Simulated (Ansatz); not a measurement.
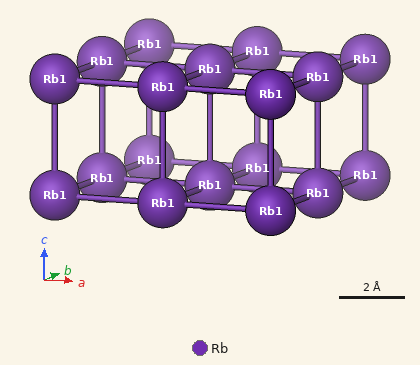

The input geometry (ball-and-stick view of the cell of the calculation, repeated 2 × 2 × 1, seen slightly off an axis; atoms are numbered from 1 in the order of the input). An atom can appear more than once, as a periodic image.

Single-point calculation, with input and output: Rb

Rb (1 atom in the cell), computed with DFT, PBE, PAW with Ansatz's default frozen-core files, scalar-relativistic, no spin polarisation (Ansatz 0.2.0).

Its volume is 0.50 times that of the source entry. It belongs to a series of runs on one base structure; here: volume scaled by 0.5, PAW files. Figures and captions count atoms from 1; the log counts them from 0 in places.

Output
```
Engine: ansatz 0.2.0, aarch64-unknown-linux-gnu
Pseudopotentials: kind: paw
Pseudopotential: Rb, paw, valence charge 9, recommended cutoff 420 eV (normal), Rb.paw.azcp
Functional definition: PBE
  parameter kappa = 0.804
  parameter beta = 0.06672455060314922
  exchange = pbe_x(kappa = kappa, mu = beta*pi^2/3)
  correlation = pbe_c(beta = beta)
Crystal: 1 atoms, lattice volume = 49.264 Å³
Basis set: ecut = 420 eV, 949 PW (Γ), exchange–correlation on 50×50×50 points (8 copies of the dense FFT grid, shifted against one another)
Bands: 9, of which v1, the nominal top of the filled ones, is band 5 counted from 1 (4 counted from 0)
Symmetry: 48 space group operations
Space group: Pm-3m (ITA 221), of the structure as read, at distance tolerance 3.7e-5 Å
k-points: 35 of 729
Non-local potential: Rb, projectors of the file, l = 0: 3, l = 1: 2, l = 2: 2
PAW form: soft (Blöchl's): semilocal exchange-correlation on the pseudo side does not see the compensation charge
PAW one-centre angular grid: Rb, 110 points (default); XC on 64 Gauss nodes
Initial density: superposition of atomic densities (neutral atoms: chi_scale 0, normalization atom), corrected by the library's trained network
Initial wavefunctions: pseudopotential atomic-orbital guess
Functional: x = pbe(κ = 0.804, μ = 0.2195149727645171), c = pbe(β = 0.06672455060314922)
SCF iter   1: F=—  HF=-3266.784481 eV  |F-HF|=—  |Δ(HF+E_count)|=         —  Δρ=1.38e-3  dr2=2.02e-3  ethr=1.77e-3  ⟨swp⟩=6.5  Hψ=2629  notcnv=0
preconditioner: auto → none  [metal: Δε(μ)=0.082 eV  Ē_g=14.810 eV  σ=0.080 eV  W_gap=0.25  n_scr=6 (ndim 8)  ℏωp=14.0 eV  f_vac=0.000  D(μ)=1.56/eV (n_scr^D=6)  sad-step TF]
SCF iter   2: F=—  HF=-3266.785053 eV  |F-HF|=—  |Δ(HF+E_count)|=   5.72e-4  Δρ=1.05e-3  dr2=1.25e-3  ethr=2.24e-5  ⟨swp⟩=2.1  Hψ=695  notcnv=0
SCF iter   3: F=—  HF=-3266.785294 eV  |F-HF|=—  |Δ(HF+E_count)|=   2.41e-4  Δρ=5.61e-4  dr2=2.34e-4  ethr=1.39e-5  ⟨swp⟩=1.4  Hψ=359  notcnv=0
SCF iter   4: F=—  HF=-3266.785333 eV  |F-HF|=—  |Δ(HF+E_count)|=   3.91e-5  Δρ=1.94e-4  dr2=1.40e-5  ethr=2.60e-6  ⟨swp⟩=1.5  Hψ=333  notcnv=0
SCF iter   5: F=—  HF=-3266.785317 eV  |F-HF|=—  |Δ(HF+E_count)|=   1.66e-5  Δρ=1.64e-5  dr2=1.63e-7  ethr=1.56e-7  ⟨swp⟩=2.2  Hψ=454  notcnv=0
SCF iter   6: F=-3266.785317 eV  HF=-3266.785317 eV  |F-HF|=2.55e-8  |Δ(HF+E_count)|=   4.14e-8  Δρ=9.79e-6  dr2=3.92e-8  ethr=1.11e-9  ⟨swp⟩=6.5  Hψ=1689  notcnv=0
SCF 1 converged in 6 iterations: F = -3266.785317 eV  dr2 = 3.92e-8
  greatest PAW one-centre occupation: 0.976 electrons in one spin orbital (limit 2), on the Rb atom at site 0 (counted from 0), in its partial waves of l = 0
SCF converged after 6 iterations
Free energy (F): -3266.785317 eV
Harris-Foulkes:  -3266.785317 eV  (|F-HF|=2.55e-8)
Internal energy: -3266.753204 eV  (E = F + TS)
E sigma→0 (E₀):  -3266.769260 eV
Entropy (-TS):   -0.032113 eV (-32.113 meV/atom)
Fermi energy:    5.469811 eV
--- Per-component energies (eV) ---
  E_band       = -88.980452
  E_kinetic    = 193.018329
  E_local      = -585.605063  (includes V_loc(G=0)·N_el)
  E_nonlocal   = 174.116533
  E_hartree    = 151.654346
  E_xc         = -130.453689
  E_vxc        = -136.785643  (∫ρ·V_xc dr)
  E_paw        = -2618.110077  (= ΣΔE_a)
  E_vpaw       = -37.037227  (= ΣTr[D̂ρ^β])
  E_aug_tail   = -0.000001  (compensation charges beyond the density's cutoff)
  E_ewald      = -451.373582
  E_smearing   = -0.032113  (= −TS)
  E_closure    = -0.000000  (closes the sum)
  Σ components = -3266.785317   (vs F -3266.785317, Δ=0.00e0)
--- Forces (eV/Å), atoms counted from 1 ---
  atom   1  Rb    -0.00000000    -0.00000000     0.00000000
  max |Σ_I F_I| component: 4.93e-32 eV/Å
--- Stress (GPa, compression-positive) ---
        4.900760       0.000000       0.000000
       -0.000000       4.900760       0.000000
        0.000000       0.000000       4.900760
  P = ⅓ Tr σ = 4.9008 GPa (49.008 kbar)
--- Band table (eV; the first three rows and the last of 35) ---
  k-point 0: bands = ["-23.7037", "-7.4178", "-7.4178", "-7.4178", "2.7573", "7.5450", "7.5450", "13.4884", "13.4884"]
  k-point 1: bands = ["-23.6952", "-7.5299", "-7.4083", "-7.4083", "2.9695", "7.6291", "7.6761", "12.6448", "12.6448"]
  k-point 2: bands = ["-23.6737", "-7.7992", "-7.3839", "-7.3839", "3.5432", "7.8232", "7.8616", "11.6259", "11.6259"]
  k-point 34: bands = ["-23.4997", "-7.9934", "-7.9877", "-7.9877", "6.6292", "6.9125", "6.9125", "10.1997", "13.0181"]
--- Löwdin populations: 1 site ---
  site symbol       q [e]
     0     Rb      8.8542
  spilling = 0.016203 (of n_electrons = 9.000000)
```

File populations.tsv
```
# site	symbol	l	j	q
# orbitals = lowdin
# n_electrons = 9.000000
# spilling = 0.016203
0	Rb	0_4S	-	1.955177
0	Rb	0_5S	-	0.914934
0	Rb	1_4P	-	5.984061
```

This output came from the following input.

Input
```yaml
crystal:
  lattice:
    - [3.6658573237, 0.0, 0.0]
    - [0.0, 3.6658573237, 0.0]
    - [0.0, 0.0, 3.6658573237]
  atoms:
    - { symbol: Rb, position: [0.0, 0.0, 0.0] }
kpoints:
  mp_grid: { grid: [9, 9, 9] }
scf:
  occupations: { method: fermi_dirac, width: 0.08 }
hamiltonian:
  xc: pbe
  pseudopotentials: { kind: paw }
output:
  forces: true
  stress: true
  eigenvalues: true
  populations: true
```

Launch command:
```bash
ansatz run input.yaml --threads 1 --pin off --max-ram 2048MiB --backend cpu --events-out ev --progress --plain --runs-dir out
```

Key numbers

```tsv
quantity	value
outcome	converged
space group (tolerance 0.01 Å)	Pm-3m (221)
electrons treated	9
free energy	−3266.7853 eV
Fermi energy	5.470 eV
pressure	4.90 GPa
largest force (length of the vector)	under 0.001 eV/Å
hardware	1 thread of Arm Neoverse V2, 24 GiB of memory available, shared host
wall time	1.1 s
peak memory	0.26 GiB
```
